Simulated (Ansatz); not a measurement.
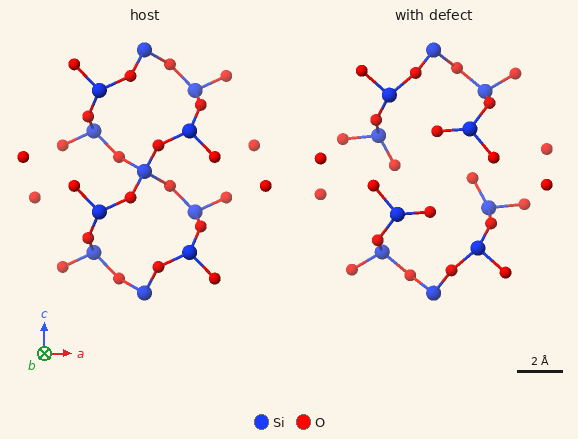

Left: perfect SiO$_{2}$. Right: the same region with one point defect, after relaxing the atoms in a supercell of 72 sites. The picture is a ball-and-stick view of the atoms within 6.0 Å of one point, in a slice 3.4 Å thick across the line of sight, seen along the b axis.

Method: Ansatz 0.2.0, DFT, PBEsol, PAW, plane waves. Set-up: plane-wave cutoff 420 eV; k-point mesh 1 × 1 × 1; mesh shifted by (0.25, 0.25, 0.25); no spin polarisation. Fermi-Dirac smearing of 0.01 eV. A uniform background neutralises the charged cell. The axes drawn are those of the host's conventional cell.

Question: What kind of defect was made?

Answer: A silicon atom is taken out (a vacancy).

The charge state of the cell is −4.

Question: What does the relaxation do around it?

Answer: Around the empty Si site the host had 4 O at 1.62 Å; after relaxation the nearest atoms are 4 O at 2.03 to 2.37 Å. Of the host's atoms, an oxygen atom moves furthest from its site, by 0.94 Å.

Limits of the set-up: the cell is charged, on a uniform background, and energies carry no finite-size correction.
